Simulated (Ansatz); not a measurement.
## AlN: geometry relaxation (part 2 of 2)

Continued. System: AlN (F-43m, 2 atoms in the cell). Method: DFT, PBE, plane waves, PAW, no spin polarisation (Ansatz 0.2.0); cutoff 420 eV, 10×10×10 k-mesh, Fermi–Dirac smearing of 0.02 eV. The structure derives from a Materials Project entry.

Geometry of the input (Å; fractional positions):
```
0.0000  2.1840  2.1840
2.1840  0.0000  2.1840
2.1840  2.1840  0.0000
Al 0.0000  0.0000  0.0000
N  0.7500  0.7500  0.7500
```

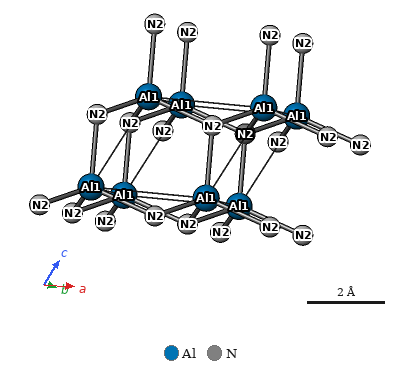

The geometry at step 2 of the log (ball-and-stick view of the cell of the calculation, seen at an oblique angle; neighbours outside the cell are drawn fainter; atoms are numbered from 1 in the order of the input).

## The program's output, continued
```
SCF iter   1: F=—  HF=-924.209240 eV  |F-HF|=—  |Δ(HF+E_count)|=         —  Δρ=7.77e-5  dr2=1.51e-6  ethr=1.87e-8  ⟨swp⟩=1.0  Hψ=2978  notcnv=0
preconditioner: auto → none  [insulator: Δε(μ)=3.312 eV  Ē_g=15.177 eV  σ=0.020 eV  W_gap=1.00  n_scr=0 (ndim 8)  ℏωp=22.7 eV  f_vac=0.000  D(μ)=0.00/eV (n_scr^D=0)  ε∞_Penn≈3.2]
SCF iter   2: F=—  HF=-924.209293 eV  |F-HF|=—  |Δ(HF+E_count)|=   5.29e-5  Δρ=3.66e-5  dr2=2.01e-7  ethr=1.87e-8  ⟨swp⟩=2.2  Hψ=542  notcnv=0
SCF iter   3: F=-924.209293 eV  HF=-924.209293 eV  |F-HF|=1.35e-9  |Δ(HF+E_count)|=   6.11e-8  Δρ=7.34e-6  dr2=8.57e-9  ethr=1.52e-10  ⟨swp⟩=2.7  Hψ=1352  notcnv=0
SCF 4 converged in 3 iterations: F = -924.209293 eV  dr2 = 8.57e-9
relax step   4: F+E_penalty+E_count = -924.20929269 eV  Δ(F+E_penalty+E_count) = +2.092e-5 eV  max|allowed force component| = 1.180e-16 eV/Å  Δτ_max = 0.0000 Å  P = +0.002 GPa  Ω = 21.327 Å³  energy of the carried Pulay correction = -1.530e-3 eV  (3 SCF iters, dr2 threshold 1.22e-8 eV, accepted)
Initial wavefunctions: pseudopotential atomic-orbital guess (no wavefunctions were taken with the density)
iter 1 solved again at ethr=8.57e-8 eV; its pass at ethr=3.10e-3 eV (dr2=6.85e-6 eV) is discarded
SCF iter   1: F=—  HF=-924.211059 eV  |F-HF|=—  |Δ(HF+E_count)|=         —  Δρ=1.50e-4  dr2=7.13e-7  ethr=8.57e-8  ⟨swp⟩=3.1  Hψ=3826  notcnv=0
preconditioner: auto → none  [insulator: Δε(μ)=3.313 eV  Ē_g=15.178 eV  σ=0.020 eV  W_gap=1.00  n_scr=0 (ndim 8)  ℏωp=22.7 eV  f_vac=0.000  D(μ)=0.00/eV (n_scr^D=0)  ε∞_Penn≈3.2]
SCF iter   2: F=—  HF=-924.211114 eV  |F-HF|=—  |Δ(HF+E_count)|=   5.46e-5  Δρ=7.20e-5  dr2=2.08e-7  ethr=8.91e-9  ⟨swp⟩=2.0  Hψ=552  notcnv=0
SCF iter   3: F=—  HF=-924.211114 eV  |F-HF|=—  |Δ(HF+E_count)|=   5.07e-7  Δρ=2.92e-5  dr2=4.01e-8  ethr=2.59e-9  ⟨swp⟩=2.7  Hψ=552  notcnv=0
SCF iter   4: F=—  HF=-924.211114 eV  |F-HF|=—  |Δ(HF+E_count)|=   8.05e-8  Δρ=2.29e-6  dr2=2.59e-10  ethr=5.01e-10  ⟨swp⟩=2.0  Hψ=564  notcnv=0
SCF iter   5: F=-924.211114 eV  HF=-924.211114 eV  |F-HF|=5.91e-12  |Δ(HF+E_count)|=  6.79e-10  Δρ=2.65e-7  dr2=3.92e-12  ethr=1.00e-12  ⟨swp⟩=5.0  Hψ=1316  notcnv=0
SCF 5 converged in 5 iterations: F = -924.211114 eV  dr2 = 3.92e-12
relax step   5: F+E_penalty+E_count = -924.21111427 eV  Δ(F+E_penalty+E_count) = -1.822e-3 eV  max|allowed force component| = 1.156e-16 eV/Å  Δτ_max = 0.0000 Å  P = +0.141 GPa  Ω = 21.327 Å³  stress off target by 1.41e-1 GPa  SCF on the basis re-selected at this cell (its energy is not comparable with the rows above)  (5 SCF iters)
basis re-selected at this cell: Δ(F+E_penalty+E_count) = -1.822e-3 eV, ΔP = +0.139 GPa vs the last step (what re-selecting the basis moved, of the pressure what is left beyond the Pulay correction that the steps carried, after the strain that the cell walked since its last selection, with what the two solves' SCF thresholds leave and, on support functions, any second-order correction that the steps lacked; it is no measure of the basis error at this ecutwfc). This SCF's stress stands 1.41e-1 GPa from its target on what of the cell is left free (relax.cell.stress_tol is 5.00e-2 GPa) and its largest allowed force component is 1.16e-16 eV/Å (relax.f_tol is 5.00e-3 eV/Å): not within both, so this SCF does not close the relaxation
Crystal: 2 atoms, lattice volume = 21.342 Å³
iter 1 solved again at ethr=7.98e-8 eV; its pass at ethr=3.10e-3 eV (dr2=6.38e-6 eV) is discarded
SCF iter   1: F=—  HF=-924.211023 eV  |F-HF|=—  |Δ(HF+E_count)|=         —  Δρ=1.61e-4  dr2=6.44e-6  ethr=7.98e-8  ⟨swp⟩=1.0  Hψ=2978  notcnv=0
preconditioner: auto → none  [insulator: Δε(μ)=3.310 eV  Ē_g=15.170 eV  σ=0.020 eV  W_gap=1.00  n_scr=0 (ndim 8)  ℏωp=22.7 eV  f_vac=0.000  D(μ)=0.00/eV (n_scr^D=0)  ε∞_Penn≈3.2]
SCF iter   2: F=—  HF=-924.211075 eV  |F-HF|=—  |Δ(HF+E_count)|=   5.15e-5  Δρ=7.59e-5  dr2=8.70e-7  ethr=7.98e-8  ⟨swp⟩=2.3  Hψ=541  notcnv=0
SCF iter   3: F=-924.211075 eV  HF=-924.211075 eV  |F-HF|=1.09e-8  |Δ(HF+E_count)|=   2.71e-7  Δρ=1.49e-5  dr2=3.41e-8  ethr=6.21e-10  ⟨swp⟩=2.6  Hψ=1335  notcnv=0
SCF 6 converged in 3 iterations: F = -924.211075 eV  dr2 = 3.41e-8
relax step   6: F+E_penalty+E_count = -924.21107468 eV  Δ(F+E_penalty+E_count) = +3.960e-5 eV  max|allowed force component| = 1.480e-16 eV/Å  Δτ_max = 0.0000 Å  P = +0.003 GPa  Ω = 21.342 Å³  energy of the carried Pulay correction = -4.636e-5 eV  (3 SCF iters, dr2 threshold 4.97e-8 eV, accepted)
iter 1 solved again at ethr=5.97e-8 eV; its pass at ethr=3.10e-3 eV (dr2=4.78e-6 eV) is discarded
SCF iter   1: F=—  HF=-924.211042 eV  |F-HF|=—  |Δ(HF+E_count)|=         —  Δρ=1.68e-5  dr2=4.01e-8  ethr=5.97e-8  ⟨swp⟩=3.0  Hψ=3824  notcnv=0
preconditioner: auto → none  [insulator: Δε(μ)=3.312 eV  Ē_g=15.171 eV  σ=0.020 eV  W_gap=1.00  n_scr=0 (ndim 8)  ℏωp=22.7 eV  f_vac=0.000  D(μ)=0.00/eV (n_scr^D=0)  ε∞_Penn≈3.2]
SCF iter   2: F=—  HF=-924.211096 eV  |F-HF|=—  |Δ(HF+E_count)|=   5.40e-5  Δρ=7.50e-6  dr2=6.95e-9  ethr=5.02e-10  ⟨swp⟩=2.0  Hψ=564  notcnv=0
SCF iter   3: F=—  HF=-924.211096 eV  |F-HF|=—  |Δ(HF+E_count)|=  7.15e-10  Δρ=1.49e-6  dr2=5.34e-10  ethr=8.69e-11  ⟨swp⟩=2.6  Hψ=581  notcnv=0
SCF iter   4: F=—  HF=-924.211096 eV  |F-HF|=—  |Δ(HF+E_count)|=  2.73e-11  Δρ=8.04e-7  dr2=8.49e-11  ethr=6.67e-12  ⟨swp⟩=2.4  Hψ=542  notcnv=0
SCF iter   5: F=-924.211096 eV  HF=-924.211096 eV  |F-HF|=6.37e-12  |Δ(HF+E_count)|=  8.41e-12  Δρ=2.85e-7  dr2=6.01e-12  ethr=1.00e-12  ⟨swp⟩=5.0  Hψ=1284  notcnv=0
SCF 7 converged in 5 iterations: F = -924.211096 eV  dr2 = 6.01e-12
relax step   7: F+E_penalty+E_count = -924.21109637 eV  Δ(F+E_penalty+E_count) = -2.169e-5 eV  max|allowed force component| = 1.642e-16 eV/Å  Δτ_max = 0.0000 Å  P = +0.003 GPa  Ω = 21.342 Å³  stress off target by 2.73e-3 GPa  SCF on the basis re-selected at this cell (its energy is not comparable with the rows above)  (5 SCF iters)
basis re-selected at this cell: Δ(F+E_penalty+E_count) = -2.169e-5 eV, ΔP = -0.000 GPa vs the last step (what re-selecting the basis moved, of the pressure what is left beyond the Pulay correction that the steps carried, after the strain that the cell walked since its last selection, with what the two solves' SCF thresholds leave and, on support functions, any second-order correction that the steps lacked; it is no measure of the basis error at this ecutwfc). This SCF's stress stands 2.73e-3 GPa from its target on what of the cell is left free (relax.cell.stress_tol is 5.00e-2 GPa) and its largest allowed force component is 1.64e-16 eV/Å (relax.f_tol is 5.00e-3 eV/Å): within both
SCF converged after 5 iterations
Free energy (F): -924.211096 eV
Harris-Foulkes:  -924.211096 eV  (|F-HF|=6.37e-12)
Internal energy: -924.211096 eV  (E = F + TS)
E sigma→0 (E₀):  -924.211096 eV
Fermi energy:    8.388688 eV
--- Per-component energies (eV) ---
  E_band       = 13.738861
  E_kinetic    = 158.448270
  E_local      = -224.998546  (includes V_loc(G=0)·N_el)
  E_nonlocal   = 55.302840
  E_hartree    = 77.847072
  E_xc         = -101.543513
  E_vxc        = -107.579522  (∫ρ·V_xc dr)
  E_paw        = -595.034008  (= ΣΔE_a)
  E_vpaw       = -23.128420  (= ΣTr[D̂ρ^β])
  E_aug_tail   = 0.000097  (compensation charges beyond the density's cutoff)
  E_ewald      = -294.233308
  E_smearing   = -0.000000  (= −TS)
  E_closure    = 0.000000  (closes the sum)
  Σ components = -924.211096   (vs F -924.211096, Δ=0.00e0)
--- Forces (eV/Å), atoms counted from 1 ---
  atom   1  Al     0.00000000     0.00000000     0.00000000
  atom   2  N     -0.00000000    -0.00000000    -0.00000000
  max |Σ_I F_I| component: 9.71e-17 eV/Å
--- Stress (GPa, compression-positive) ---
        0.002731       0.000000      -0.000000
        0.000000       0.002731       0.000000
        0.000000       0.000000       0.002731
  P = ⅓ Tr σ = 0.0027 GPa (0.027 kbar)
--- Relaxed structure (5 steps of the walk, 5 accepted, 2 SCFs on fresh bases) ---
  F+E_penalty+E_count = -924.21109637 eV   max|allowed force component| = 1.642e-16 eV/Å   (the final SCF, on the basis selected at the relaxed cell)
  cell:  # Å, volume = 21.3421 Å³
    - [2.4705272138443765e-33, 2.2015870983347936, 2.2015870983347936]
    - [2.2015870983347936, 1.095534301403208e-33, 2.2015870983347936]
    - [2.2015870983347936, 2.2015870983347936, 1.9864278233397574e-33]
  atoms:
    - { symbol: Al, position: [-3.054284926869435e-35, -8.198343751070595e-35, -1.899168146256409e-34] }
    - { symbol: N, position: [0.7499999999999999, 0.7499999999999999, 0.7499999999999999] }
```

## Trajectory as extended XYZ (Å, eV, eV/Å), 7 frames, from step=1 to step=7
```
2
Lattice="0.0000 2.1840 2.1840 2.1840 0.0000 2.1840 2.1840 2.1840 0.0000" Properties=species:S:1:pos:R:3:forces:R:3 step=1 energy=-924.20348 pressure_GPa=4.86
Al    0.0000    0.0000    0.0000    0.0000   0.0000   0.0000
N     3.2760    3.2760    3.2760    0.0000   0.0000   0.0000
2
Lattice="0.0000 2.1926 2.1926 2.1926 0.0000 2.1926 2.1926 2.1926 0.0000" Properties=species:S:1:pos:R:3:forces:R:3 step=2 energy=-924.20826 pressure_GPa=2.36
Al    0.0000    0.0000    0.0000    0.0000   0.0000   0.0000
N     3.2889    3.2889    3.2889    0.0000   0.0000   0.0000
2
Lattice="0.0000 2.2008 2.2008 2.2008 0.0000 2.2008 2.2008 2.2008 0.0000" Properties=species:S:1:pos:R:3:forces:R:3 step=3 energy=-924.20931 pressure_GPa=0.07
Al    0.0000    0.0000    0.0000    0.0000   0.0000   0.0000
N     3.3012    3.3012    3.3012    0.0000   0.0000   0.0000
2
Lattice="0.0000 2.2011 2.2011 2.2011 0.0000 2.2011 2.2011 2.2011 0.0000" Properties=species:S:1:pos:R:3:forces:R:3 step=4 energy=-924.20929 pressure_GPa=0.00
Al    0.0000    0.0000    0.0000    0.0000   0.0000   0.0000
N     3.3016    3.3016    3.3016    0.0000   0.0000   0.0000
2
Lattice="0.0000 2.2011 2.2011 2.2011 0.0000 2.2011 2.2011 2.2011 0.0000" Properties=species:S:1:pos:R:3:forces:R:3 step=5 energy=-924.21111 pressure_GPa=0.14
Al    0.0000    0.0000    0.0000    0.0000   0.0000   0.0000
N     3.3016    3.3016    3.3016    0.0000   0.0000   0.0000
2
Lattice="0.0000 2.2016 2.2016 2.2016 0.0000 2.2016 2.2016 2.2016 0.0000" Properties=species:S:1:pos:R:3:forces:R:3 step=6 energy=-924.21108 pressure_GPa=0.00
Al    0.0000    0.0000    0.0000    0.0000   0.0000   0.0000
N     3.3024    3.3024    3.3024    0.0000   0.0000   0.0000
2
Lattice="0.0000 2.2016 2.2016 2.2016 0.0000 2.2016 2.2016 2.2016 0.0000" Properties=species:S:1:pos:R:3:forces:R:3 step=7 energy=-924.21110 pressure_GPa=0.00
Al    0.0000    0.0000    0.0000    0.0000   0.0000   0.0000
N     3.3024    3.3024    3.3024    0.0000   0.0000   0.0000
```

## Results in brief

| quantity | value |
| --- | --- |
| outcome | converged |
| space group (tolerance 0.01 Å) | F-43m (216) |
| electrons treated | 8 |
| free energy | −924.2111 eV |
| Fermi energy | 8.389 eV |
| pressure | 0.00 GPa |
| final volume | 21.34 Å³ |
| largest force (length of the vector) at the end | under 0.001 eV/Å |
| final cell | a = 3.114 Å, b = 3.114 Å, c = 3.114 Å, α = 60.00°, β = 60.00°, γ = 60.00° |
| hardware | 2 threads of Intel Xeon (Granite Rapids), 128 GiB of memory available, shared host |
| wall time | 2.2 s (CPU time 4 s) |
| peak memory | 0.32 GiB |
